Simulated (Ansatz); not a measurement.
A periodic structure is given below.

```xyz
8
Lattice="3.6632 0.0000 0.0000 0.0000 3.6632 0.0000 0.0000 0.0000 8.1582" Properties=species:S:1:pos:R:3 pbc="T T T"
Ti    0.0000    0.0000    0.0000
Al    1.8316    1.8316    0.0000
Al    0.0000    1.8316    2.0395
Al    1.8316    0.0000    2.0395
Ti    1.8316    1.8316    4.0791
Al    0.0000    0.0000    4.0791
Al    1.8316    0.0000    6.1186
Al    0.0000    1.8316    6.1186
```

Question: Say what kind of structure these coordinates give.

Answer: It has the composition TiAl$_{3}$. The structure has I4/mmm (No. 139) symmetry and a body-centred tetragonal lattice. Content of the cell: 2 Ti, 6 Al (Z = 2). Ti is linked to twelve Al in a cuboctahedral arrangement at 2.59 to 2.74 Å. Al bonds to eight Al and four Ti in a cuboctahedral arrangement (2.59 to 2.74 Å to Al, 2.59 to 2.74 Å to Ti). The bonds build a three-dimensional framework.

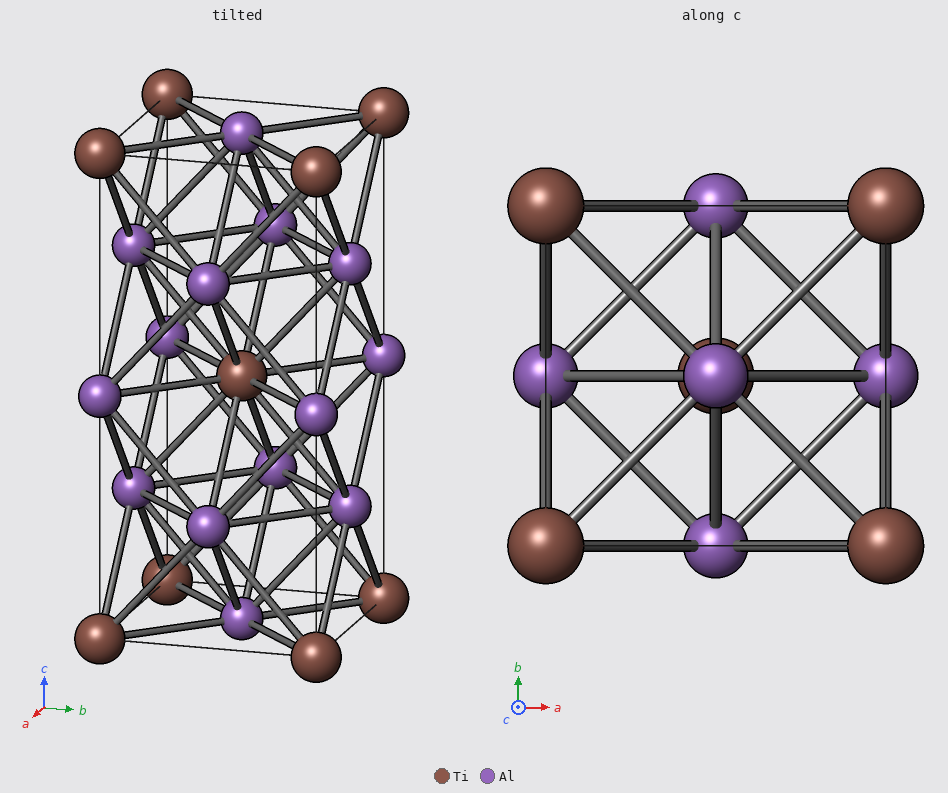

The image is a ball-and-stick drawing of a crystal, viewed slightly off an axis and along the c axis. Lines trace the edges of the conventional unit cell.

The structure was taken from a structure listed in the Materials Project. The cell was then strained or its atoms displaced on purpose. The atoms were relaxed in a fixed cell with Ansatz 0.2.0, DFT PBE, scalar-relativistic, plane waves, PAW.

At this level of theory the cell isn't at rest (compressed, at 22 GPa), so its distances can differ from those at equilibrium, the more so the softer the solid.
